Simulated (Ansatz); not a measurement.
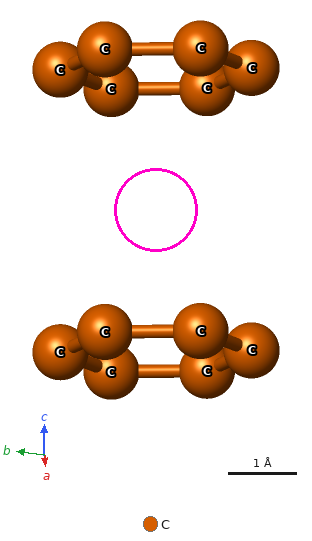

Perfect C. The picture is a ball-and-stick view of the atoms within 3.3 Å of one point, seen from a free direction.

The calculation used DFT PBE, scalar-relativistic, plane waves, PAW in Ansatz 0.2.0. (plane-wave cutoff 420 eV; k-point mesh 10 × 10 × 10; occupations gaussian; smearing width 0.1 eV; no spin polarisation) The cell is small and the k-mesh coarse, so the numbers are rough. The axes drawn are those of the host's conventional cell.

An extra carbon atom is put between the host's atoms (an interstitial) at the ringed place, in charge state 0. The supercell has 16 sites, and the atoms are relaxed at the host's cell.

**Predict the relaxed surroundings of the defect.**

The C atom starts with 12 C at 2.59 Å around its place and ends with 12 C at 2.48 Å. Of the host's atoms, a carbon atom moves furthest from its site, by 0.14 Å. Relaxing the atoms from the host's sites lowers the energy by 0.07 eV. At a tolerance of 0.02 Å the relaxed supercell has space group R-3m.

The relaxed defect, seen from the same direction:

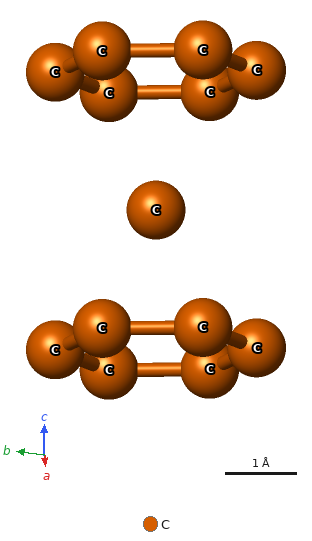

Limits of the set-up: layers or molecules are held without a dispersion correction, so their spacing is unreliable.
